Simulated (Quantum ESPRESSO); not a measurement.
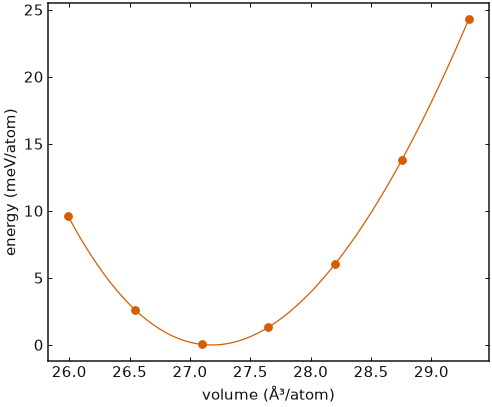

The picture above shows the energy against volume for Sn, space group I4_1/amd (No. 141).

Starting cell:
```
CELL_PARAMETERS angstrom
-2.94014 2.94014 1.59930
2.94014 -2.94014 1.59930
2.94014 2.94014 -1.59930
ATOMIC_POSITIONS crystal
Sn 0.00000 0.00000 0.00000
Sn 0.75000 0.25000 0.50000
```

Method: plane-wave DFT, spinors without magnetism; energies at scaled volumes of the given cell, shape and fractions fixed, counted from the fit's minimum, third-order Birch-Murnaghan fit (Quantum ESPRESSO 7.5). Level: PBEsol, spin-orbit coupling, no spin polarisation.

| setting | value |
| --- | --- |
| k mesh | 5×5×5 |
| occupations | Fermi–Dirac |
| smearing width | 0.05 eV |
| potentials | PseudoDojo 0.4 FR PBEsol standard |
| wave cutoff | 979.6 eV |
| density cutoff | 3918 eV |

From this curve and the settings, what does the calculation give for the pressure at the same points?

The pressure falls from 2.69 GPa at volume 25.99 Å³/atom to −3.42 GPa at 29.31 Å³/atom, and changes sign near 27.18 Å³/atom.

```json
{"volume (Å³/atom)": "25.99", "pressure (GPa)": "2.69"}
{"volume (Å³/atom)": "26.54", "pressure (GPa)": "1.34"}
{"volume (Å³/atom)": "27.10", "pressure (GPa)": "0.15"}
{"volume (Å³/atom)": "27.65", "pressure (GPa)": "-0.91"}
{"volume (Å³/atom)": "28.20", "pressure (GPa)": "-1.85"}
{"volume (Å³/atom)": "28.76", "pressure (GPa)": "-2.68"}
{"volume (Å³/atom)": "29.31", "pressure (GPa)": "-3.42"}
```

Limits of the calculation: coarse k mesh; shape and atomic fractions are frozen while scaling, which makes layered, chain and framework solids too stiff.
